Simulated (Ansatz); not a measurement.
# Pt on Al(111): hop by a lattice vector of the surface, part 2 of 2

Aim: the minimum-energy path and barrier of the hop by a lattice vector of the surface. The ends are relaxed first, then joined by a nudged elastic band. The slab cell is 2×2, 3 layers thick, and the adsorbate is set down on it by hand.

Ansatz 0.2.0; DFT PBE, plane waves, PAW, scalar-relativistic, no spin polarisation.

## (6) Images and barrier

The 5 inner images lie between the fixed ends 0 and 6. Energy is taken from image 0, and the path length is the program's own coordinate along the band.

```
image  path (Å)  energy (eV)  Pt13 x y z (Å)  band force (eV/Å)
    0     0.000       0.0000  4.30 4.14 7.21                  -
    1     0.507       0.0656  4.63 3.94 7.21              0.004
   2*     1.013       0.1172  5.01 3.72 7.21              0.016
    3     1.748      -0.0066  5.50 3.40 7.27              0.012
    4     2.483       0.0474  6.08 3.50 7.25              0.004
    5     3.217       0.1011  6.65 3.83 7.21              0.003
    6     3.950       0.0000  7.16 4.14 7.21                  -
```

The star marks the climbing image.

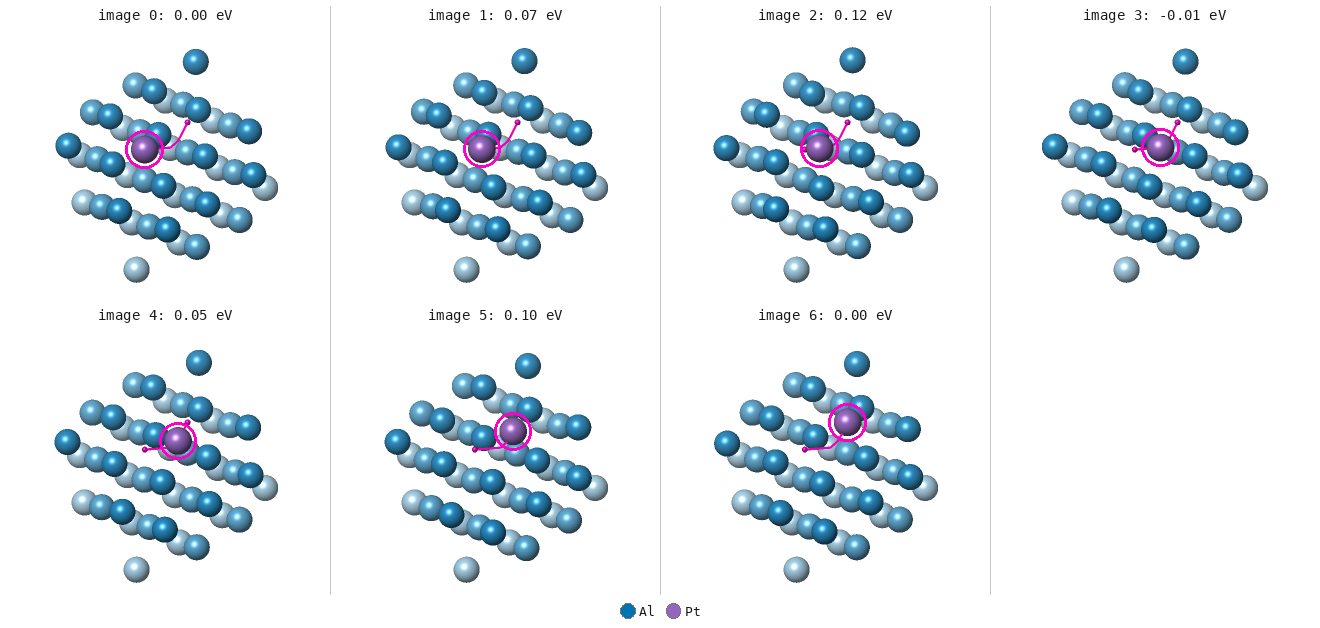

The images of the last band, seen from above, slightly tilted. Ringed: Pt13. The magenta line is the track of the ringed atom over the whole band, with dots at its ends. Each atom of the cell is drawn once, at one copy chosen for all pictures, so bonds across the cell's faces may be missing, with copies of the slab's atoms added to fill out the patch; deeper layers are paler.

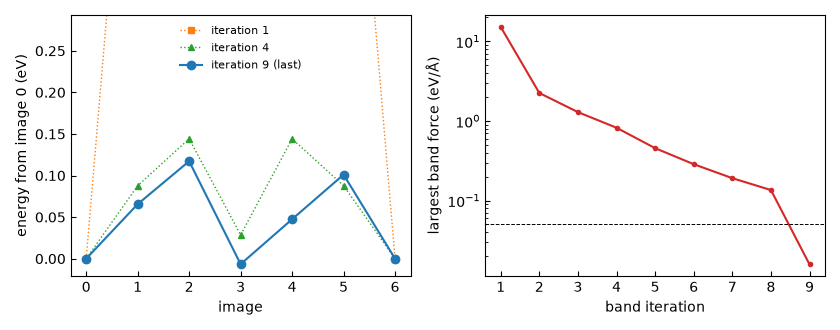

Left: energy of each image for early iterations and the last one (lines only join the points; early values far above the last band run off the scale). Right: the largest band force by iteration, with the threshold dashed.

How the highest energy settled:

```
iteration  highest image above image 0 (eV)  largest band force (eV/Å)
        1                            3.7446                     15.227
        2                            0.4346                      2.247
        3                            0.1722                      1.293
        4                            0.1442                      0.822
        5                            0.1015                      0.455
        6                            0.1263                      0.286
        7                            0.1214                      0.191
        8                            0.1178                      0.136
        9                            0.1172                      0.016
```

The band as a trajectory file:

```xyz
13
Lattice="5.728 0.000 0.000 2.864 4.960 0.000 0.000 0.000 16.677" Properties=species:S:1:pos:R:3 pbc="T T T" image=0 dE=0.0000
Al    1.432    0.827    1.000
Al    4.296    0.827    1.000
Al    2.864    3.307    1.000
Al    5.728    3.307    1.000
Al    0.010    1.660    3.356
Al    2.853    1.660    3.356
Al    1.432    4.122    3.356
Al    4.296    4.134    3.284
Al   -0.106    0.061    5.646
Al    2.969    0.061    5.646
Al    1.432    2.480    5.712
Al    4.296    2.359    5.647
Pt    4.296    4.135    7.215
13
Lattice="5.728 0.000 0.000 2.864 4.960 0.000 0.000 0.000 16.677" Properties=species:S:1:pos:R:3 pbc="T T T" image=1 dE=0.0656
Al    1.432    0.827    1.000
Al    4.296    0.827    1.000
Al    2.864    3.307    1.000
Al    5.728    3.307    1.000
Al    0.051    1.621    3.400
Al    2.858    1.655    3.315
Al    1.484    4.103    3.400
Al    4.326    4.114    3.286
Al    0.012   -0.007    5.834
Al    3.001    0.106    5.571
Al    1.370    2.514    5.826
Al    4.269    2.308    5.570
Pt    4.634    3.937    7.211
13
Lattice="5.728 0.000 0.000 2.864 4.960 0.000 0.000 0.000 16.677" Properties=species:S:1:pos:R:3 pbc="T T T" image=2 dE=0.1172
Al    1.432    0.827    1.000
Al    4.296    0.827    1.000
Al    2.864    3.307    1.000
Al    5.728    3.307    1.000
Al    0.048    1.623    3.429
Al    2.846    1.662    3.268
Al    1.481    4.103    3.426
Al    4.316    4.121    3.294
Al    0.067   -0.038    5.879
Al    2.915    0.184    5.530
Al    1.280    2.565    5.959
Al    4.152    2.348    5.533
Pt    5.009    3.723    7.211
13
Lattice="5.728 0.000 0.000 2.864 4.960 0.000 0.000 0.000 16.677" Properties=species:S:1:pos:R:3 pbc="T T T" image=3 dE=-0.0066
Al    1.432    0.827    1.000
Al    4.296    0.827    1.000
Al    2.864    3.307    1.000
Al    5.728    3.307    1.000
Al   -0.027    1.663    3.368
Al    2.813    1.671    3.305
Al    1.405    4.143    3.374
Al    4.264    4.146    3.333
Al   -0.053    0.020    5.695
Al    2.797    0.159    5.649
Al    1.412    2.479    5.772
Al    4.103    2.434    5.628
Pt    5.505    3.401    7.273
13
Lattice="5.728 0.000 0.000 2.864 4.960 0.000 0.000 0.000 16.677" Properties=species:S:1:pos:R:3 pbc="T T T" image=4 dE=0.0474
Al    1.432    0.827    1.000
Al    4.296    0.827    1.000
Al    2.864    3.307    1.000
Al    5.728    3.307    1.000
Al   -0.025    1.636    3.386
Al    2.882    1.661    3.292
Al    1.419    4.124    3.316
Al    4.269    4.117    3.387
Al   -0.032   -0.021    5.745
Al    2.853    0.166    5.590
Al    1.574    2.385    5.587
Al    4.324    2.494    5.857
Pt    6.080    3.505    7.252
13
Lattice="5.728 0.000 0.000 2.864 4.960 0.000 0.000 0.000 16.677" Properties=species:S:1:pos:R:3 pbc="T T T" image=5 dE=0.1011
Al    1.432    0.827    1.000
Al    4.296    0.827    1.000
Al    2.864    3.307    1.000
Al    5.728    3.307    1.000
Al   -0.078    1.602    3.398
Al    2.850    1.643    3.309
Al    1.379    4.100    3.292
Al    4.214    4.088    3.399
Al   -0.100   -0.062    5.866
Al    2.686    0.097    5.552
Al    1.428    2.271    5.551
Al    4.340    2.502    5.851
Pt    6.649    3.835    7.207
13
Lattice="5.728 0.000 0.000 2.864 4.960 0.000 0.000 0.000 16.677" Properties=species:S:1:pos:R:3 pbc="T T T" image=6 dE=0.0000
Al    1.432    0.827    1.000
Al    4.296    0.827    1.000
Al    2.864    3.307    1.000
Al    5.728    3.307    1.000
Al   -0.010    1.660    3.356
Al    2.874    1.660    3.356
Al    1.432    4.134    3.284
Al    4.296    4.122    3.356
Al    0.105    0.061    5.646
Al    2.758    0.061    5.646
Al    1.432    2.359    5.647
Al    4.296    2.480    5.712
Pt    7.159    4.135    7.215
```

## (7) Outcome

This closing draws on all 2 parts.

```
                    quantity                    value
                       end A  4 moves, 0.887 eV lower
            barrier forwards                 0.117 eV
           barrier backwards                 0.117 eV
second end relative to first                 0.000 eV
               highest image    2 of 0 to 6, climbing
             band iterations                        9
lowest curvatures at the top     -0.33 and 0.18 eV/Å²
```

Along this path the system climbs 0.12 eV from the first end (5 kT at 300 K). Both ends agree in energy to 1 meV. Image 3 sits in a dip between two rises: the path passes through another minimum, and each half would need a band of its own. The program found one negative curvature at the climbing image, so it is a first-order saddle. The value is not shown to be converged in cell size (13 atoms) or k-mesh.
